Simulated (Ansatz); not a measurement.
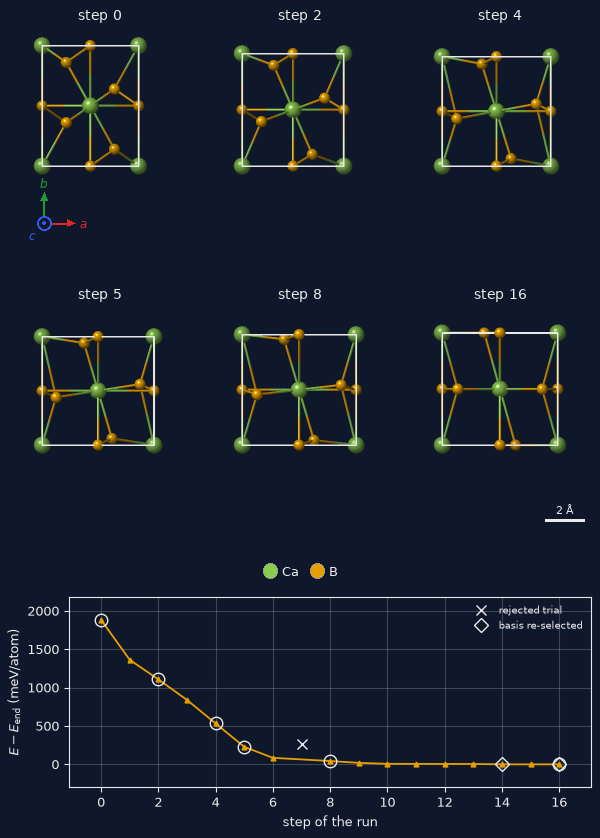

Frames of a relaxation of solid CaB₃ (built on the random type) (coarse preliminary run), marked on the history of the run. The picture is a ball-and-stick view of the cell of the calculation, seen along the c axis.

Case: random cell with space group Pnn2 (No. 34).

Level of theory: DFT PBE, scalar-relativistic, plane waves, PAW (Ansatz). Settings: plane-wave cutoff 420 eV; k-point mesh 4 × 4 × 6; occupations gaussian; smearing width 0.1 eV; no spin polarisation; cell and atoms relaxed; force threshold 0.04 eV/Å; at most 70 steps.

What happens along the run?

Answer. After 13 accepted moves (16 points after the start) the energy has fallen by 1883 meV per atom. Largest force component: 5 eV/Å at the start, 0.0019 eV/Å at the end. Pressure: 8.61 GPa at the start and 0.02 GPa at the end. The line search rejected the trial step at point 7 of the run. The SCF was repeated twice at an unchanged geometry on a basis and grid sized afresh for the cell, which shifted the energy by 4.8 meV per atom at most. The largest moves relative to the cell, 1.07 Å, are those of B atoms. Largest moves by element: B 1.07 Å, Ca 0.32 Å. The drawn cell changes as follows: a 5.007 → 6.001 Å (+19.9 %), b 6.255 → 5.823 Å (−6.9 %), c 3.436 → 3.040 Å (−11.5 %); the volume changes by −1.3 %. Some distances before and after: B–B 3.053 → 1.616 Å, B–Ca 4.203 → 3.022 Å, B–B 2.753 → 1.721 Å, B–Ca 4.057 → 3.284 Å. New bonds form: B–B (3.05 → 1.62 Å). Among the angles between lasting bonds that change: B–B–B 106.2° → 56.0°, Ca–B–Ca 141.8° → 180.0°, Ca–B–Ca 136.9° → 102.7°. The space group (tolerance 0.01 Å) goes from Pnn2 (No. 34) to Immm (No. 71). From step 0 to 2: B atoms move most (0.39 Å), volume +3.0 %, energy −776 meV per atom. From step 2 to 4: B atoms move most (0.37 Å), volume −1.7 %, energy −574 meV per atom. From step 4 to 5: B atoms move most (0.16 Å), volume −3.1 %, energy −305 meV per atom. From step 5 to 8: B atoms move most (0.14 Å), volume −2.4 %, energy −185 meV per atom. From step 8 to 16: B atoms move most (0.25 Å), volume +3.1 %, energy −43.4 meV per atom.

```csv
step,"E − E(0), meV/atom","largest force component, eV/Å","pressure, GPa","volume, Å³/atom",note
0,0.00,5.0498,8.61,13.451,
1,-521.00,2.1217,2.16,13.845,
2,-775.91,1.4483,5.06,13.848,
3,-1043.73,3.3940,2.38,13.973,
4,-1350.31,5.5435,2.01,13.616,
5,-1654.84,3.3158,-1.23,13.201,
6,-1798.37,1.0087,0.35,12.764,
7,-1623.01,6.4503,17.26,12.375,rejected
8,-1839.87,0.6649,0.84,12.884,
9,-1863.65,0.3762,0.64,13.053,
10,-1876.36,0.0481,-0.26,13.069,
11,-1877.27,0.1238,-0.97,13.389,
12,-1878.13,0.0272,-0.43,13.301,
13,-1878.32,0.0091,-0.04,13.246,
14,-1883.11,0.0312,0.32,13.246,"same geometry, new basis"
15,-1883.21,0.0015,0.02,13.278,
16,-1883.24,0.0019,0.02,13.278,"same geometry, new basis"
```
